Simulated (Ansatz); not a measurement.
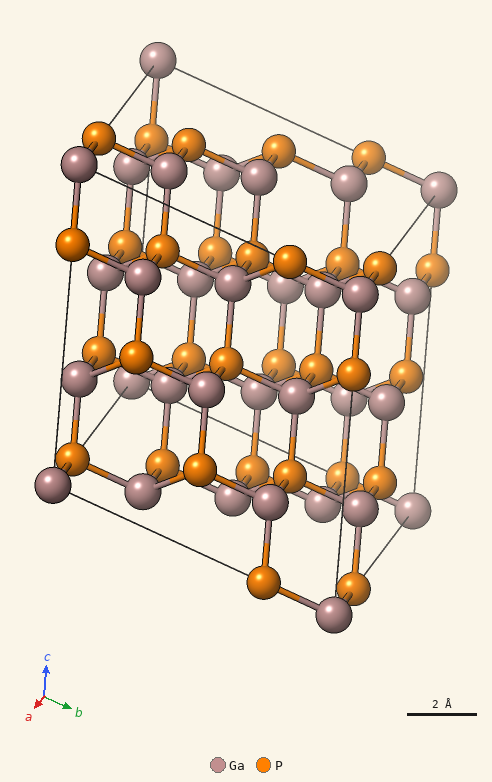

*The structure (ball-and-stick view of the cell of the calculation, seen slightly off an axis).*

Near neighbours in the crystal (not all of them lie inside the picture): Ga has 4 P at 2.33 Å; P has 4 Ga at 2.33 Å.

# GaP: single-point calculation

The run: single-point calculation of GaP (F-43m, 32 atoms in the cell). Method and program: DFT LDA, scalar-relativistic, plane waves, PAW, no spin polarisation (Ansatz 0.2.0).

The structure derives from a Materials Project entry. It belongs to a series of runs on one base structure; here: the perfect crystal in a cell of 32 atoms.

## The program's output
```
Engine: ansatz 0.2.0, x86_64-unknown-linux-gnu
Pseudopotentials: kind: paw
Pseudopotential: Ga, paw, valence charge 13, recommended cutoff 420 eV (normal), Ga.paw.azcp
Pseudopotential: P, paw, valence charge 5, recommended cutoff 420 eV (normal), P.paw.azcp
Functional definition: SPW92
  exchange = slater_x
  correlation = pw_c
Crystal: 32 atoms, lattice volume = 626.820 Å³
Basis set: ecut = 420 eV, 12215 PW (Γ), exchange–correlation on 128×128×128 points (8 copies of the dense FFT grid, shifted against one another)
Bands: 176, of which v1, the nominal top of the filled ones, is band 144 counted from 1 (143 counted from 0)
Symmetry: 384 space group operations
Space group: F-43m (ITA 216), of the structure as read, at distance tolerance 8.6e-5 Å
k-points: 2 of 8 (time reversal used)
Non-local potential: Ga, projectors of the file, l = 0: 2, l = 1: 2, l = 2: 3, l = 3: 1
Non-local potential: P, projectors of the file, l = 0: 2, l = 1: 2, l = 2: 2
PAW form: soft (Blöchl's): semilocal exchange-correlation on the pseudo side does not see the compensation charge
PAW frozen core: Ga, regenerated for the run's functional, and the local potential with it (the file was generated under x = pbe(κ = 0.804, μ = 0.2195149727645171), c = pbe(β = 0.06672455060314922))
PAW frozen core: P, regenerated for the run's functional, and the local potential with it (the file was generated under x = pbe(κ = 0.804, μ = 0.2195149727645171), c = pbe(β = 0.06672455060314922))
PAW one-centre angular grid: Ga, 590 points (default); XC on 64 Gauss nodes
PAW one-centre angular grid: P, 110 points (default); XC on 64 Gauss nodes
Initial density: superposition of atomic densities (neutral atoms: chi_scale 0, normalization atom), corrected by the library's trained network
Initial wavefunctions: pseudopotential atomic-orbital guess
Functional: x = slater, c = lda
SCF iter   1: F=—  HF=-70940.336173 eV  |F-HF|=—  |Δ(HF+E_count)|=         —  Δρ=6.83e-3  dr2=2.49e-1  ethr=1.77e-3  ⟨swp⟩=7.5  Hψ=1560  notcnv=0
preconditioner: auto → Resta (q_TF=auto, 2.397 Å⁻¹)  ε∞=4.2  [insulator: Δε(μ)=2.091 eV  Ē_g=14.036 eV  σ=0.010 eV  W_gap=1.00  n_scr=140 (ndim 8)  ℏωp=25.2 eV  f_vac=0.010  D(μ)=0.00/eV (n_scr^D=0)  ε∞_Penn≈4.2]
SCF iter   2: F=—  HF=-70940.268044 eV  |F-HF|=—  |Δ(HF+E_count)|=   6.81e-2  Δρ=3.22e-3  dr2=5.56e-2  ethr=8.65e-5  ⟨swp⟩=2.0  Hψ=503  notcnv=0  defer=40
SCF iter   3: F=—  HF=-70940.254442 eV  |F-HF|=—  |Δ(HF+E_count)|=   1.36e-2  Δρ=6.96e-4  dr2=2.09e-3  ethr=1.93e-5  ⟨swp⟩=3.0  Hψ=480  notcnv=0  defer=40
SCF iter   4: F=—  HF=-70940.253602 eV  |F-HF|=—  |Δ(HF+E_count)|=   8.40e-4  Δρ=2.92e-4  dr2=5.19e-4  ethr=7.27e-7  ⟨swp⟩=2.0  Hψ=620  notcnv=0  defer=40
SCF iter   5: F=—  HF=-70940.253508 eV  |F-HF|=—  |Δ(HF+E_count)|=   9.33e-5  Δρ=7.94e-5  dr2=4.78e-5  ethr=1.80e-7  ⟨swp⟩=2.0  Hψ=600  notcnv=0  defer=40
SCF iter   6: F=—  HF=-70940.253660 eV  |F-HF|=—  |Δ(HF+E_count)|=   1.51e-4  Δρ=1.21e-5  dr2=1.33e-6  ethr=1.66e-8  ⟨swp⟩=3.0  Hψ=597  notcnv=0  defer=40
SCF iter   7: F=-70940.253660 eV  HF=-70940.253660 eV  |F-HF|=7.26e-9  |Δ(HF+E_count)|=   3.89e-7  Δρ=2.37e-6  dr2=3.07e-8  ethr=3.47e-11  ⟨swp⟩=15.5  Hψ=2931  notcnv=0
SCF 1 converged in 7 iterations: F = -70940.253660 eV  dr2 = 3.07e-8
  greatest PAW one-centre occupation: 0.994 electrons in one spin orbital (limit 2), on the Ga atom at site 15 (counted from 0), in its partial waves of l = 2
```

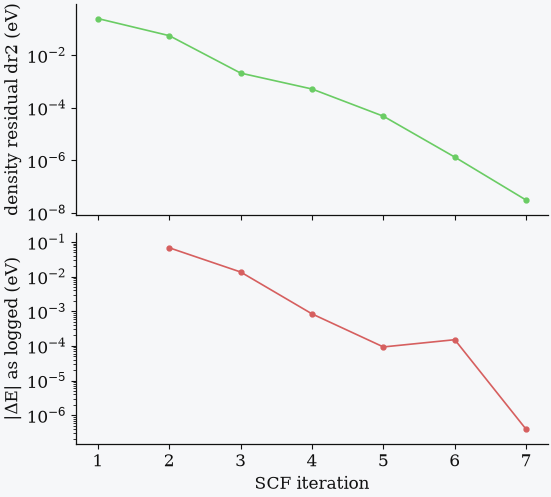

*Convergence of the self-consistent field: density residual dr2 and size of the energy change against the SCF iteration.*

The residual falls at every step.

```
SCF converged after 7 iterations
Free energy (F): -70940.253660 eV
Harris-Foulkes:  -70940.253660 eV  (|F-HF|=7.26e-9)
Internal energy: -70940.253660 eV  (E = F + TS)
E sigma→0 (E₀):  -70940.253660 eV
Fermi energy:    7.634441 eV
--- Per-component energies (eV) ---
  E_band       = -933.562765
  E_kinetic    = 3003.176750
  E_local      = -34942.501481  (includes V_loc(G=0)·N_el)
  E_nonlocal   = 7392.720905
  E_hartree    = 16144.685351
  E_xc         = -2090.602607
  E_vxc        = -1925.610404  (∫ρ·V_xc dr)
  E_paw        = -39244.365882  (= ΣΔE_a)
  E_vpaw       = -6750.710394  (= ΣTr[D̂ρ^β])
  E_aug_tail   = -0.002027  (compensation charges beyond the density's cutoff)
  E_ewald      = -21232.897971
  E_core_change = 29.533302  (= ΣΔE_core)
  E_smearing   = -0.000000  (= −TS)
  E_closure    = -0.000000  (closes the sum)
  Σ components = -70940.253660   (vs F -70940.253660, Δ=0.00e0)
--- Forces (eV/Å), atoms counted from 1 ---
  atom   1  Ga    -0.00000000     0.00000000     0.00000000
  atom   2  Ga    -0.00000000     0.00000000     0.00000000
  atom   3  Ga    -0.00000000     0.00000000     0.00000000
  atom   4  Ga    -0.00000000     0.00000000    -0.00000000
  atom   5  Ga    -0.00000000    -0.00000000    -0.00000000
  atom   6  Ga    -0.00000000     0.00000000     0.00000000
  atom   7  Ga    -0.00000000     0.00000000    -0.00000000
  atom   8  Ga    -0.00000000     0.00000000    -0.00000000
  atom   9  Ga    -0.00000000    -0.00000000    -0.00000000
  atom  10  Ga    -0.00000000    -0.00000000     0.00000000
  atom  11  Ga    -0.00000000     0.00000000     0.00000000
  atom  12  Ga    -0.00000000     0.00000000     0.00000000
  atom  13  Ga    -0.00000000     0.00000000     0.00000000
  atom  14  Ga    -0.00000000    -0.00000000     0.00000000
  atom  15  Ga     0.00000000     0.00000000     0.00000000
  atom  16  Ga    -0.00000000     0.00000000    -0.00000000
  atom  17  P     -0.00000000     0.00000000    -0.00000000
  atom  18  P     -0.00000000     0.00000000    -0.00000000
  atom  19  P     -0.00000000     0.00000000     0.00000000
  atom  20  P     -0.00000000    -0.00000000    -0.00000000
  atom  21  P     -0.00000000     0.00000000    -0.00000000
  atom  22  P     -0.00000000     0.00000000     0.00000000
  atom  23  P     -0.00000000    -0.00000000    -0.00000000
  atom  24  P     -0.00000000     0.00000000    -0.00000000
  atom  25  P     -0.00000000    -0.00000000    -0.00000000
  atom  26  P     -0.00000000     0.00000000     0.00000000
  atom  27  P     -0.00000000    -0.00000000    -0.00000000
  atom  28  P     -0.00000000    -0.00000000    -0.00000000
  atom  29  P     -0.00000000    -0.00000000     0.00000000
  atom  30  P     -0.00000000    -0.00000000     0.00000000
  atom  31  P      0.00000000     0.00000000    -0.00000000
  atom  32  P     -0.00000000    -0.00000000    -0.00000000
  max |Σ_I F_I| component: 8.86e-26 eV/Å
--- Stress (GPa, compression-positive) ---
        0.032065      -0.000000       0.000000
       -0.000000       0.032065      -0.000000
        0.000000       0.000000       0.032065
  P = ⅓ Tr σ = 0.0321 GPa (0.321 kbar)
--- Band table (eV) ---
  k-point 0: bands = ["-7.5801", "-7.5801", "-7.5801", "-7.5801", "-7.5801", "-7.5801", "-7.5801", "-7.5801", "-7.5801", "-7.5801", "-7.5801", "-7.5801", "-7.5284", "-7.5284", "-7.5284", "-7.5284", "-7.4648", "-7.4648", "-7.4648", "-7.4648", "-7.4648", "-7.4648", "-7.4648", "-7.4648", "-7.4387", "-7.4387", "-7.4387", "-7.4387", "-7.4387", "-7.4387", "-7.4387", "-7.4387", "-7.4387", "-7.4387", "-7.4387", "-7.4387", "-7.4296", "-7.4296", "-7.4296", "-7.4296",
      "-7.4296", "-7.4296", "-7.4296", "-7.4296", "-7.4296", "-7.4296", "-7.4296", "-7.4296", "-7.3894", "-7.3894", "-7.3894", "-7.3894", "-7.3894", "-7.3894", "-7.3894", "-7.3894", "-7.3894", "-7.3894", "-7.3894", "-7.3894", "-7.3711", "-7.3711", "-7.3711", "-7.3711", "-7.3711", "-7.3711", "-7.3711", "-7.3711", "-7.3585", "-7.3585", "-7.3585", "-7.3585", "-7.3585", "-7.3585", "-7.3585", "-7.3585", "-7.3585", "-7.3585", "-7.3585", "-7.3585",
      "-4.6969", "-4.6969", "-4.6969", "-4.6969", "-2.9845", "-2.9845", "-2.9845", "-2.9845", "-2.9845", "-2.9845", "-2.9845", "-2.9845", "-2.9845", "-2.9845", "-2.9845", "-2.9845", "0.9207", "0.9207", "0.9207", "0.9207", "0.9207", "0.9207", "0.9207", "0.9207", "0.9207", "0.9207", "0.9207", "0.9207", "3.2517", "3.2517", "3.2517", "3.2517", "3.8453", "3.8453", "3.8453", "3.8453", "3.8453", "3.8453", "3.8453", "3.8453",
      "3.8453", "3.8453", "3.8453", "3.8453", "5.1182", "5.1182", "5.1182", "5.1182", "5.1182", "5.1182", "5.1182", "5.1182", "5.1182", "5.1182", "5.1182", "5.1182", "6.5585", "6.5585", "6.5585", "6.5585", "6.5585", "6.5585", "6.5585", "6.5585", "9.3637", "9.3637", "9.3637", "9.3637", "9.5675", "9.5675", "9.5675", "9.5675", "9.5675", "9.5675", "9.5675", "9.5675", "9.5675", "9.5675", "9.5675", "9.5675",
      "11.9252", "11.9252", "11.9252", "11.9252", "11.9252", "11.9252", "11.9252", "11.9252", "12.1542", "12.1542", "12.1542", "12.1542", "12.1542", "12.1542", "12.1542", "12.1542"]
  k-point 1: bands = ["-7.5967", "-7.5967", "-7.5921", "-7.5782", "-7.5782", "-7.5782", "-7.5782", "-7.5655", "-7.5655", "-7.5655", "-7.5655", "-7.5528", "-7.5528", "-7.5528", "-7.5528", "-7.5054", "-7.4709", "-7.4709", "-7.4519", "-7.4519", "-7.4519", "-7.4519", "-7.4517", "-7.4517", "-7.4517", "-7.4517", "-7.4492", "-7.4492", "-7.4492", "-7.4492", "-7.4473", "-7.4473", "-7.4473", "-7.4473", "-7.4437", "-7.4437", "-7.4437", "-7.4437", "-7.4242", "-7.4242",
      "-7.4242", "-7.4242", "-7.4231", "-7.4231", "-7.4200", "-7.4200", "-7.4151", "-7.4151", "-7.4066", "-7.4002", "-7.4002", "-7.3849", "-7.3849", "-7.3849", "-7.3849", "-7.3846", "-7.3846", "-7.3846", "-7.3846", "-7.3771", "-7.3689", "-7.3689", "-7.3689", "-7.3689", "-7.3689", "-7.3674", "-7.3674", "-7.3674", "-7.3674", "-7.3653", "-7.3653", "-7.3653", "-7.3653", "-7.3625", "-7.3625", "-7.3625", "-7.3625", "-7.3543", "-7.3543", "-7.3519",
      "-5.2271", "-4.1858", "-4.1858", "-4.1858", "-4.1858", "-3.4303", "-3.4303", "-3.4303", "-3.4303", "-3.2368", "-2.6958", "-2.6958", "-2.6958", "-2.6958", "-2.3013", "-2.3013", "0.3573", "0.3573", "0.8287", "0.8287", "0.8287", "0.8287", "0.8881", "0.8881", "0.8881", "0.8881", "1.4430", "2.7943", "2.7943", "2.7943", "2.7943", "3.1700", "3.1700", "3.1700", "3.1700", "3.9212", "3.9212", "3.9873", "3.9873", "4.7086",
      "4.7086", "4.7155", "4.7155", "4.7155", "4.7155", "4.8042", "4.8042", "4.8042", "4.8042", "4.8726", "4.8726", "4.8726", "4.8726", "5.6866", "5.9166", "5.9166", "5.9166", "5.9166", "6.0360", "6.0360", "6.0360", "6.0360", "6.5675", "6.5675", "8.7013", "9.6145", "9.8628", "9.8628", "9.8736", "9.8736", "9.8736", "9.8736", "10.0856", "10.0856", "10.2015", "10.4705", "10.4705", "10.4705", "10.4705", "10.7128",
      "10.7952", "10.7952", "10.7952", "10.7952", "11.3195", "11.3195", "11.3195", "11.3195", "11.8130", "11.8130", "11.8130", "11.8130", "12.0308", "12.0308", "12.3454", "12.3454"]
```

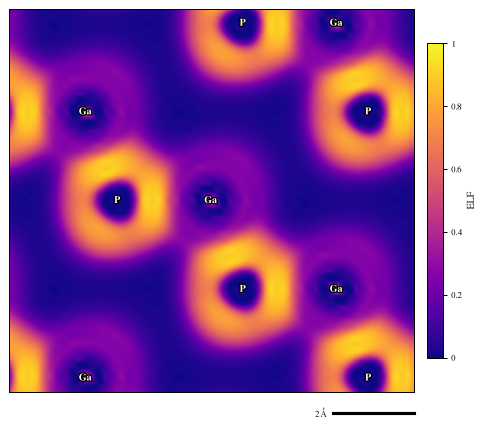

*Electron localisation function on the (100) plane of the calculation cell.*

The section cuts through Ga and P sites. Ga–P (2.33 Å): the ELF is about 0.75 at the midpoint. In a PAW calculation such maps are meaningful between the atoms, not at the nuclei.

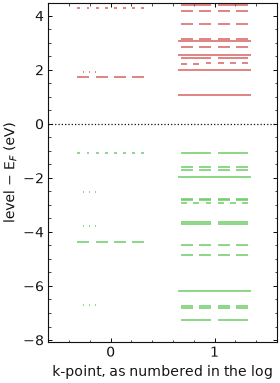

*Kohn–Sham levels near the Fermi level (dotted) at the few k-points that the log prints; levels within 0.02 eV of each other stand side by side.*

Among these points the highest filled and lowest empty levels are 2.13 eV apart, which is the gap on the mesh.

This output came from the following input.

## The input
```yaml
crystal:
  lattice:
    - [-5.3913102402, -5.3913102402, 5.3913102402]
    - [5.3913102402, -5.3913102402, -5.3913102402]
    - [5.3913102402, 5.3913102402, 5.3913102402]
  atoms:
    - { symbol: Ga, position: [0.25, 0.0, 0.75] }
    - { symbol: Ga, position: [0.0, 0.0, 0.0] }
    - { symbol: Ga, position: [0.5, 0.75, 0.75] }
    - { symbol: Ga, position: [0.25, 0.75, 0.0] }
    - { symbol: Ga, position: [0.0, 0.75, 0.25] }
    - { symbol: Ga, position: [0.75, 0.0, 0.25] }
    - { symbol: Ga, position: [0.5, 0.0, 0.5] }
    - { symbol: Ga, position: [0.0, 0.25, 0.75] }
    - { symbol: Ga, position: [0.75, 0.5, 0.75] }
    - { symbol: Ga, position: [0.5, 0.5, 0.0] }
    - { symbol: Ga, position: [0.25, 0.5, 0.25] }
    - { symbol: Ga, position: [0.0, 0.5, 0.5] }
    - { symbol: Ga, position: [0.75, 0.75, 0.5] }
    - { symbol: Ga, position: [0.75, 0.25, 0.0] }
    - { symbol: Ga, position: [0.5, 0.25, 0.25] }
    - { symbol: Ga, position: [0.25, 0.25, 0.5] }
    - { symbol: P, position: [0.25, 0.75, 0.75] }
    - { symbol: P, position: [0.0, 0.75, 0.0] }
    - { symbol: P, position: [0.5, 0.5, 0.75] }
    - { symbol: P, position: [0.25, 0.5, 0.0] }
    - { symbol: P, position: [0.0, 0.5, 0.25] }
    - { symbol: P, position: [0.75, 0.75, 0.25] }
    - { symbol: P, position: [0.5, 0.75, 0.5] }
    - { symbol: P, position: [0.0, 0.0, 0.75] }
    - { symbol: P, position: [0.75, 0.25, 0.75] }
    - { symbol: P, position: [0.5, 0.25, 0.0] }
    - { symbol: P, position: [0.25, 0.25, 0.25] }
    - { symbol: P, position: [0.0, 0.25, 0.5] }
    - { symbol: P, position: [0.75, 0.5, 0.5] }
    - { symbol: P, position: [0.75, 0.0, 0.0] }
    - { symbol: P, position: [0.5, 0.0, 0.25] }
    - { symbol: P, position: [0.25, 0.0, 0.5] }
basis:
  ecutwfc: 420
  xc_grid: 2
kpoints:
  mp_grid: { grid: [2, 2, 2], shift: [0.5, 0.5, 0.5] }
hamiltonian:
  xc: lda
scf:
  occupations: { method: gaussian, width: 0.01 }
output:
  forces: true
  stress: true
  eigenvalues: true
  write_density: true
  write_potential: true
  elf: true
  volumetric_format: npy
```

Launched with:
```bash
ansatz run input.yaml --threads 4 --pin off --max-ram 8192MiB --backend cpu --events-out ev --progress --plain --runs-dir out
```

## Summary

| quantity | value |
| --- | --- |
| outcome | converged |
| space group (tolerance 0.01 Å) | F-43m (216) |
| electrons treated | 288 |
| free energy | −70940.2537 eV |
| Fermi energy | 7.634 eV |
| gap on the k-point mesh | 2.13 eV |
| pressure | 0.03 GPa |
| largest force (length of the vector) | under 0.001 eV/Å |
| hardware | 4 threads of Intel Xeon @ 2.70GHz, 189 GiB of memory available, shared host |
| wall time | 17 s (CPU time 60 s) |
| peak memory | 1.3 GiB |
